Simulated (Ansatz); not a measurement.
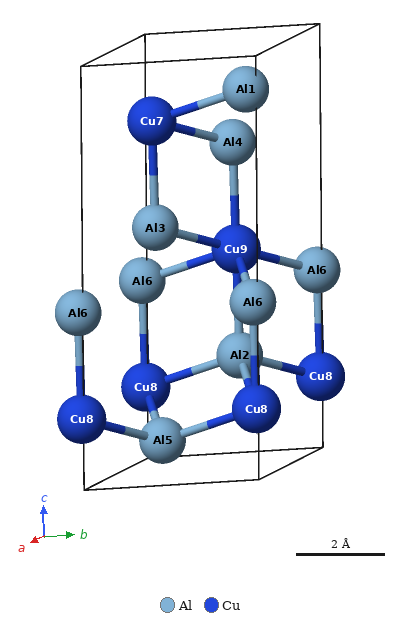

Fig. 1: The input geometry of run A (ball-and-stick view of the cell of the calculation, seen slightly off an axis; atoms are numbered from 1 in the order of the input). An atom can appear more than once, as a periodic image. Near neighbours in the periodic cell (some may lie outside the picture): Al has 1 Al at 2.60 Å and 4 Cu at 2.48 to 2.52 Å; Al has 4 Cu at 2.48 Å; Cu has 8 Al at 2.48 to 2.52 Å.

# Al$_{2}$Cu: a changed input and its effect

System: Al$_{2}$Cu (P-1, 9 atoms in the cell).
Method of run A: DFT r2SCAN, scalar-relativistic, plane waves, PAW, no spin polarisation (Ansatz 0.2.0).

The structure derives from a Materials Project entry. Text and figures count atoms from 1; the logs count them from 0 in places.

The input, run A:
```yaml
crystal:
  lattice:
    - [-2.0273575171, 2.0273575171, -2.8669875149]
    - [-2.0273575171, -2.0273575171, 2.8669875149]
    - [-0.4054715034, 8.1094300684, 5.7339750297]
  atoms:
    - { symbol: Al, position: [-0.091665, -0.091665, 0.91665] }
    - { symbol: Al, position: [0.308335, 0.6416683333, 0.2499833333] }
    - { symbol: Al, position: [0.608335, 0.2750016667, 0.5833166667] }
    - { symbol: Al, position: [0.258335, 0.5916683333, 0.7499833333] }
    - { symbol: Al, position: [0.658335, 0.3250016667, 0.0833166667] }
    - { symbol: Al, position: [-0.041665, -0.041665, 0.41665] }
    - { symbol: Cu, position: [0.583335, 0.2500016667, 0.8333166667] }
    - { symbol: Cu, position: [-0.016665, -0.016665, 0.16665] }
    - { symbol: Cu, position: [0.283335, 0.6166683333, 0.4999833333] }
basis:
  ecutwfc: 500
kpoints:
  mp_grid: { grid: [13, 13, 5] }
hamiltonian:
  xc: r2scan
scf:
  occupations: { method: gaussian, width: 0.15 }
output:
  forces: true
  stress: true
  eigenvalues: true
```

Launched with:
```bash
ansatz run input.yaml --threads 2 --pin off --max-ram 5120MiB --backend cpu --events-out ev --progress --plain --runs-dir out
```

Hardware: 2 threads of Oxide Virtual Turin-like (Zen 5), 32 GiB of memory available, shared host.

Output, shortened to warnings, some set-up lines, iterations and results (run A):
```
Basis set: ecut = 500 eV, 3613 PW (Γ), exchange–correlation on 120×120×300 points (64 copies of the dense FFT grid, shifted against one another)
Symmetry: 2 space group operations
k-points: 423 of 845
Initial density: superposition of atomic densities (neutral atoms: chi_scale 0, normalization atom), corrected by the library's trained network
[...]
SCF iter   1: F=—  HF=-23137.934167 eV  |F-HF|=—  |Δ(HF+E_count)|=         —  Δρ=2.31e-2  dr2=5.41e-1  dr2_τ=3.40e-2  ethr=1.77e-3  ⟨swp⟩=9.3  Hψ=92523  notcnv=0  defer=48
SCF iter   2: F=—  HF=-23138.027982 eV  |F-HF|=—  |Δ(HF+E_count)|=   9.38e-2  Δρ=1.88e-2  dr2=2.51e-1  dr2_τ=2.77e-3  ethr=7.22e-4  ⟨swp⟩=2.0  Hψ=35228  notcnv=0  defer=1222
SCF iter   3: F=—  HF=-23137.950713 eV  |F-HF|=—  |Δ(HF+E_count)|=   7.73e-2  Δρ=4.37e-3  dr2=3.55e-2  dr2_τ=8.94e-5  ethr=3.35e-4  ⟨swp⟩=2.0  Hψ=30721  notcnv=0  defer=1222
SCF iter   4: F=—  HF=-23137.941687 eV  |F-HF|=—  |Δ(HF+E_count)|=   9.03e-3  Δρ=1.39e-3  dr2=1.79e-3  dr2_τ=2.86e-5  ethr=4.74e-5  ⟨swp⟩=2.1  Hψ=34034  notcnv=0  defer=1202
SCF iter   5: F=—  HF=-23137.942022 eV  |F-HF|=—  |Δ(HF+E_count)|=   3.35e-4  Δρ=6.28e-4  dr2=5.49e-4  dr2_τ=2.17e-6  ethr=2.39e-6  ⟨swp⟩=2.0  Hψ=25155  notcnv=0  defer=1202
SCF iter   6: F=—  HF=-23137.941994 eV  |F-HF|=—  |Δ(HF+E_count)|=   2.80e-5  Δρ=4.27e-4  dr2=2.35e-4  dr2_τ=9.27e-7  ethr=7.31e-7  ⟨swp⟩=2.0  Hψ=25522  notcnv=0  defer=1202
SCF iter   7: F=—  HF=-23137.941966 eV  |F-HF|=—  |Δ(HF+E_count)|=   2.83e-5  Δρ=2.92e-4  dr2=9.83e-5  dr2_τ=4.19e-7  ethr=3.14e-7  ⟨swp⟩=2.0  Hψ=27154  notcnv=0  defer=1202
SCF iter   8: F=—  HF=-23137.941981 eV  |F-HF|=—  |Δ(HF+E_count)|=   1.52e-5  Δρ=5.93e-5  dr2=7.23e-6  dr2_τ=2.45e-8  ethr=1.31e-7  ⟨swp⟩=2.3  Hψ=28909  notcnv=0  defer=1202
SCF iter   9: F=—  HF=-23137.941981 eV  |F-HF|=—  |Δ(HF+E_count)|=   5.09e-7  Δρ=1.43e-5  dr2=4.85e-7  dr2_τ=2.60e-9  ethr=9.63e-9  ⟨swp⟩=2.2  Hψ=28977  notcnv=0  defer=1202
SCF iter  10: F=-23137.941981 eV  HF=-23137.941981 eV  |F-HF|=2.12e-8  |Δ(HF+E_count)|=   4.66e-8  Δρ=6.13e-6  dr2=4.60e-8  dr2_τ=1.76e-10  ethr=1.33e-10  ⟨swp⟩=10.2  …
SCF 1 converged in 10 iterations: F = -23137.941981 eV  dr2 = 4.60e-8
SCF converged after 10 iterations
Free energy (F): -23137.941981 eV
Harris-Foulkes:  -23137.941981 eV  (|F-HF|=2.12e-8)
Internal energy: -23137.915698 eV  (E = F + TS)
E sigma→0 (E₀):  -23137.928840 eV
Entropy (-TS):   -0.026284 eV (-2.920 meV/atom)
Fermi energy:    9.323552 eV
--- Per-component energies (eV) ---
  E_band       = -1553.101847
  E_kinetic    = 1039.498502
  E_local      = -17685.632274  (includes V_loc(G=0)·N_el)
  E_nonlocal   = 1214.056474
  E_hartree    = 7930.494433
  E_xc         = -476.443230
  E_vxc        = -569.986215  (∫ρ·V_xc dr)
  E_paw        = -7848.492647  (= ΣΔE_a)
  E_vpaw       = -1448.453330  (= ΣTr[D̂ρ^β])
  E_aug_tail   = 0.000439  (compensation charges beyond the density's cutoff)
  E_vtau       = 36.406442  (kinetic-family band-sum trace: ∫τ·v_τ [+ j·A + Jᵃ·Aᵃ] dr)
  E_ewald      = -7310.133421
  E_core_change = -1.263972  (= ΣΔE_core)
  E_smearing   = -0.026284  (= −TS)
  E_closure    = 0.000000  (closes the sum)
  Σ components = -23137.941981   (vs F -23137.941981, Δ=0.00e0)
--- Forces (eV/Å), atoms counted from 1 ---
  atom   1  Al    -0.57713544    -0.38005372     0.06378908
  atom   2  Al     0.05506766    -0.02561997    -0.01175892
  atom   3  Al    -0.01234955    -0.00851189    -0.00247719
  atom   4  Al    -0.05506766     0.02561997     0.01175892
  atom   5  Al     0.57713544     0.38005372    -0.06378908
  atom   6  Al     0.01234955     0.00851189     0.00247719
  atom   7  Cu    -0.10069579     0.07551506     0.05860984
  atom   8  Cu     0.10069579    -0.07551506    -0.05860984
  atom   9  Cu     0.00000000     0.00000000     0.00000000
  max |Σ_I F_I| component: 2.78e-17 eV/Å
--- Stress (GPa, compression-positive) ---
        0.718472       1.894997       1.021416
        1.894997       0.479504      -0.566377
        1.021415      -0.566377      -0.361151
  P = ⅓ Tr σ = 0.2789 GPa (2.789 kbar)
```

For run B the input was changed thus:
```diff
-    - [-0.4054715034, 8.1094300684, 5.7339750297]
+    - [-0.8109430068, 8.1094300684, 5.7339750297]
-    - { symbol: Al, position: [-0.091665, -0.091665, 0.91665] }
-    - { symbol: Al, position: [0.308335, 0.6416683333, 0.2499833333] }
-    - { symbol: Al, position: [0.608335, 0.2750016667, 0.5833166667] }
-    - { symbol: Al, position: [0.258335, 0.5916683333, 0.7499833333] }
-    - { symbol: Al, position: [0.658335, 0.3250016667, 0.0833166667] }
-    - { symbol: Al, position: [-0.041665, -0.041665, 0.41665] }
-    - { symbol: Cu, position: [0.583335, 0.2500016667, 0.8333166667] }
-    - { symbol: Cu, position: [-0.016665, -0.016665, 0.16665] }
-    - { symbol: Cu, position: [0.283335, 0.6166683333, 0.4999833333] }
+    - { symbol: Al, position: [-0.18333, -0.18333, 0.91665] }
+    - { symbol: Al, position: [0.2833366667, 0.61667, 0.2499833333] }
+    - { symbol: Al, position: [0.5500033333, 0.21667, 0.5833166667] }
+    - { symbol: Al, position: [0.1833366667, 0.51667, 0.7499833333] }
+    - { symbol: Al, position: [0.6500033333, 0.31667, 0.0833166667] }
+    - { symbol: Al, position: [-0.08333, -0.08333, 0.41665] }
+    - { symbol: Cu, position: [0.5000033333, 0.16667, 0.8333166667] }
+    - { symbol: Cu, position: [-0.03333, -0.03333, 0.16665] }
+    - { symbol: Cu, position: [0.2333366667, 0.56667, 0.4999833333] }
```

How does run B compare with run A?

With the same functional and potentials, run B lies 55.6 meV per atom higher. The pressure goes from 0.28 to 1.19 GPa. The largest force goes from 0.694 to 2.127 eV/Å. The number of SCF iterations is the same. The plane waves at Γ go from 3613 to 3607.

Output, shortened to warnings, some set-up lines, iterations and results (run B):
```
Basis set: ecut = 500 eV, 3607 PW (Γ), exchange–correlation on 120×120×300 points (64 copies of the dense FFT grid, shifted against one another)
Symmetry: 2 space group operations
k-points: 423 of 845
Initial density: superposition of atomic densities (neutral atoms: chi_scale 0, normalization atom), corrected by the library's trained network
[...]
SCF iter   1: F=—  HF=-23137.434723 eV  |F-HF|=—  |Δ(HF+E_count)|=         —  Δρ=2.34e-2  dr2=5.56e-1  dr2_τ=3.47e-2  ethr=1.77e-3  ⟨swp⟩=9.0  Hψ=92180  notcnv=0  defer=39
SCF iter   2: F=—  HF=-23137.529837 eV  |F-HF|=—  |Δ(HF+E_count)|=   9.51e-2  Δρ=1.92e-2  dr2=2.64e-1  dr2_τ=2.88e-3  ethr=7.41e-4  ⟨swp⟩=2.0  Hψ=35218  notcnv=0  defer=1201
SCF iter   3: F=—  HF=-23137.450045 eV  |F-HF|=—  |Δ(HF+E_count)|=   7.98e-2  Δρ=4.44e-3  dr2=3.70e-2  dr2_τ=9.40e-5  ethr=3.53e-4  ⟨swp⟩=2.0  Hψ=30718  notcnv=0  defer=1201
SCF iter   4: F=—  HF=-23137.440884 eV  |F-HF|=—  |Δ(HF+E_count)|=   9.16e-3  Δρ=1.43e-3  dr2=1.93e-3  dr2_τ=3.05e-5  ethr=4.94e-5  ⟨swp⟩=2.1  Hψ=34043  notcnv=0  defer=1193
SCF iter   5: F=—  HF=-23137.441262 eV  |F-HF|=—  |Δ(HF+E_count)|=   3.78e-4  Δρ=6.99e-4  dr2=6.47e-4  dr2_τ=2.70e-6  ethr=2.57e-6  ⟨swp⟩=2.0  Hψ=25045  notcnv=0  defer=1193
SCF iter   6: F=—  HF=-23137.441299 eV  |F-HF|=—  |Δ(HF+E_count)|=   3.67e-5  Δρ=7.26e-4  dr2=6.02e-4  dr2_τ=2.50e-6  ethr=8.63e-7  ⟨swp⟩=2.0  Hψ=34152  notcnv=0  defer=1193
SCF iter   7: F=—  HF=-23137.441184 eV  |F-HF|=—  |Δ(HF+E_count)|=   1.15e-4  Δρ=1.94e-4  dr2=6.12e-5  dr2_τ=3.12e-7  ethr=8.03e-7  ⟨swp⟩=2.0  Hψ=25305  notcnv=0  defer=1193
SCF iter   8: F=—  HF=-23137.441218 eV  |F-HF|=—  |Δ(HF+E_count)|=   3.32e-5  Δρ=5.46e-5  dr2=4.92e-6  dr2_τ=1.61e-8  ethr=8.16e-8  ⟨swp⟩=2.0  Hψ=29493  notcnv=0  defer=1193
SCF iter   9: F=—  HF=-23137.441218 eV  |F-HF|=—  |Δ(HF+E_count)|=   9.12e-8  Δρ=1.60e-5  dr2=4.53e-7  dr2_τ=2.12e-9  ethr=6.57e-9  ⟨swp⟩=2.2  Hψ=27263  notcnv=0  defer=1193
SCF iter  10: F=-23137.441218 eV  HF=-23137.441218 eV  |F-HF|=5.17e-8  |Δ(HF+E_count)|=   8.58e-8  Δρ=8.51e-6  dr2=8.69e-8  dr2_τ=1.75e-10  ethr=1.33e-10  ⟨swp⟩=10.0  …
SCF 1 converged in 10 iterations: F = -23137.441218 eV  dr2 = 8.69e-8
SCF converged after 10 iterations
Free energy (F): -23137.441218 eV
Harris-Foulkes:  -23137.441218 eV  (|F-HF|=5.17e-8)
Internal energy: -23137.413189 eV  (E = F + TS)
E sigma→0 (E₀):  -23137.427203 eV
Entropy (-TS):   -0.028028 eV (-3.114 meV/atom)
Fermi energy:    9.319819 eV
--- Per-component energies (eV) ---
  E_band       = -1551.305104
  E_kinetic    = 1039.768777
  E_local      = -17678.094824  (includes V_loc(G=0)·N_el)
  E_nonlocal   = 1215.859794
  E_hartree    = 7927.473930
  E_xc         = -476.226132
  E_vxc        = -569.579549  (∫ρ·V_xc dr)
  E_paw        = -7849.746132  (= ΣΔE_a)
  E_vpaw       = -1450.585255  (= ΣTr[D̂ρ^β])
  E_aug_tail   = 0.000438  (compensation charges beyond the density's cutoff)
  E_vtau       = 36.350038  (kinetic-family band-sum trace: ∫τ·v_τ [+ j·A + Jᵃ·Aᵃ] dr)
  E_ewald      = -7315.185068
  E_core_change = -1.263972  (= ΣΔE_core)
  E_smearing   = -0.028028  (= −TS)
  E_closure    = 0.000000  (closes the sum)
  Σ components = -23137.441218   (vs F -23137.441218, Δ=0.00e0)
--- Forces (eV/Å), atoms counted from 1 ---
  atom   1  Al    -1.32492088    -1.65109191     0.20689170
  atom   2  Al     0.09271851    -0.07881310    -0.02780605
  atom   3  Al    -0.02917085    -0.02084995    -0.00007293
  atom   4  Al    -0.09271851     0.07881310     0.02780605
  atom   5  Al     1.32492088     1.65109191    -0.20689170
  atom   6  Al     0.02917085     0.02084995     0.00007293
  atom   7  Cu    -0.20784997     0.23087875     0.16717915
  atom   8  Cu     0.20784997    -0.23087875    -0.16717915
  atom   9  Cu     0.00000000     0.00000000     0.00000000
  max |Σ_I F_I| component: 5.55e-17 eV/Å
--- Stress (GPa, compression-positive) ---
        1.636840       4.298953       2.062701
        4.298953       2.941330      -1.408812
        2.062700      -1.408813      -0.996281
  P = ⅓ Tr σ = 1.1940 GPa (11.940 kbar)
```

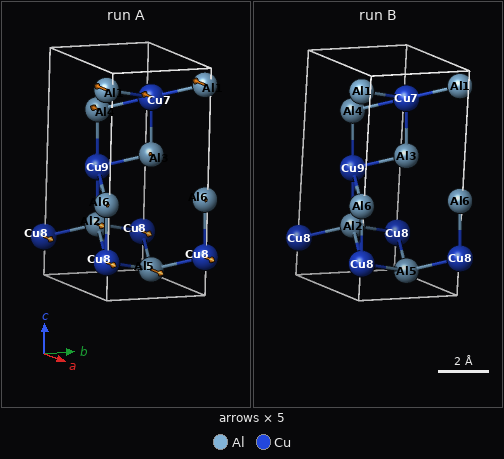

Fig. 2: The two input geometries at one scale (ball-and-stick view of the cell of the calculation, set on other vectors, seen at an oblique angle). The orange arrows on the first give the shifts of the atoms relative to the cell, with their mean removed, magnified 5 times. The largest moves relative to the cell, 0.17 Å, are those of Al1 and Al5. Largest moves by element: Al 0.17 Å, Cu 0.14 Å. (The mean shift of all atoms is removed.) The drawn cell changes at constant volume: a = b stay at 4.055 Å, c 9.940 → 9.965 Å (+0.2 %), α 88.8° → 87.7°, β 87.7° → 85.3°. Among the contacts that change: Al1–Al5 2.596 → 2.364 Å, Al1–Cu8 2.516 → 2.612 Å.

The two runs side by side:

```csv
quantity,run A,run B
outcome,converged,converged
free energy per atom (eV),−2570.8824,−2570.8268
"energy per atom, smearing taken to zero (eV)",−2570.8810,−2570.8252
gap on the mesh (eV),0.00,0.00
pressure (GPa),0.28,1.19
largest force (eV/Å),0.694,2.127
SCF iterations,10,10
irreducible k-points,423,423
plane waves at Γ,3613,3607
wall time (shared host),96 s,88 s
```
